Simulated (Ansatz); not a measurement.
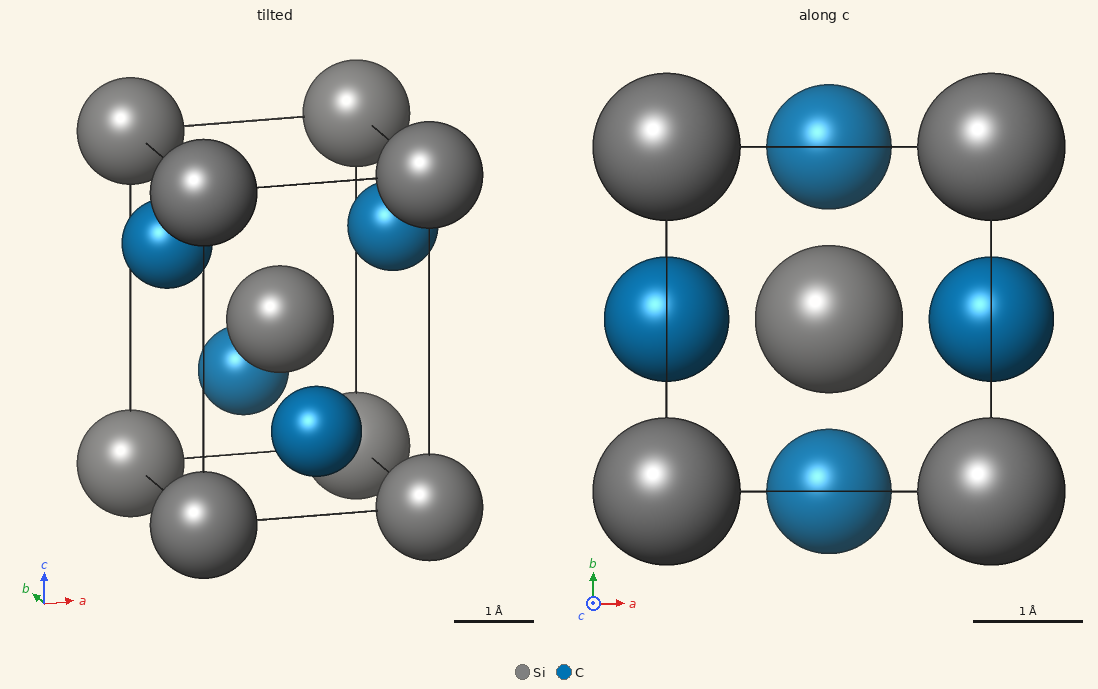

The structure above is drawn in spheres-only style and viewed slightly off an axis and along the c axis. One conventional unit cell is framed, with atoms on its boundary repeated.

SiC, space group Imm2 (No. 44), a = 2.989 Å, b = 3.171 Å, c = 4.356 Å, α = 90.00°, β = 90.00°, γ = 90.00°. Its origin is a structure type filled with these elements by a generator (whether the compound takes this form wasn't checked). The cell was then strained or its atoms displaced on purpose. It went into a calculation with Ansatz.

This one geometry was computed with Ansatz (DFT, plane waves, PAW) at three levels of theory: HSE06, r2SCAN and PBE. It was relaxed with r2SCAN and then strained.

**Which level gives the highest pressure at this volume, and what does that say about its equilibrium volume?**

Highest: PBE (4.1 GPa), which points to the largest equilibrium volume. Lowest, with the smallest volume: HSE06 (-0.6 GPa). Levels within 0.5 GPa of each other can't be told apart.

**How does the band gap change with the level of theory?**

PBE: a gap of 0.90 eV, indirect; r2SCAN: a gap of 1.23 eV, indirect; HSE06: a gap of 1.76 eV, indirect.

**Collect the results in a table.**

| level | cutoff (eV) | k-mesh of the run's cell | gap (eV) | pressure (GPa) |
| --- | --- | --- | --- | --- |
| HSE06 | 420 | 8×8×8 | 1.76 | -0.6 |
| r2SCAN | 500 | 10×10×10 | 1.23 | 0.6 |
| PBE | 420 | 10×10×10 | 0.90 | 4.1 |

Gaps are taken on the k-mesh or band path of each run.
